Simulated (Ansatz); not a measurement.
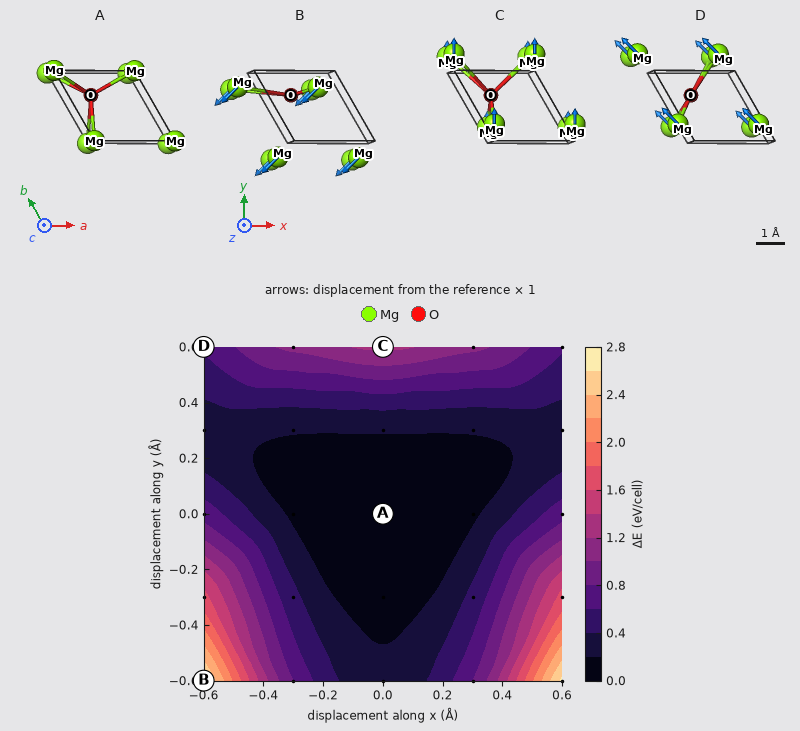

Energy scan for crystalline MgO (P-6m2), in which the Mg atom (one in each cell of 2 atoms) is moved over the plane of the Cartesian directions x and y, all else fixed. The map is interpolated between the computed points (dots). The lettered frames are marked on it. A ball-and-stick model of the cell of the calculation, seen nearly along the normal of the scanned plane. Blue arrows: displacements from the reference.

The calculation used Ansatz 0.2.0, DFT PBE, scalar-relativistic, plane waves, PAW. Settings: plane-wave cutoff 420 eV; k-point mesh 9 × 9 × 8; occupations gaussian; smearing width 0.05 eV; no spin polarisation. Energies (free energies at the smearing named) are counted from the cell as listed in its source, which wasn't relaxed.

> Where is the lowest point of the map, and what else does it tell?

In pairs of (displacement along x (Å); displacement along y (Å)): the lowest computed point lies at (0.00, 0.00) (0.00 eV/cell), the highest at (−0.60, −0.60), (0.60, −0.60) (2.64 eV/cell). The frames lie at A (0.00, 0.00): 0.00 eV/cell, B (−0.60, −0.60): 2.64 eV/cell, C (0.00, 0.60): 1.24 eV/cell, D (−0.60, 0.60): 0.62 eV/cell.

The computed points:

Rows: displacement along x (Å); columns: displacement along y (Å); values in eV/cell.

```csv
,−0.60,−0.30,0.00,0.30,0.60
−0.60,2.64,1.66,0.72,0.29,0.62
−0.30,0.80,0.46,0.16,0.22,1.04
0.00,0.26,0.10,0.00,0.22,1.24
0.30,0.80,0.46,0.16,0.22,1.04
0.60,2.64,1.66,0.72,0.29,0.62
```
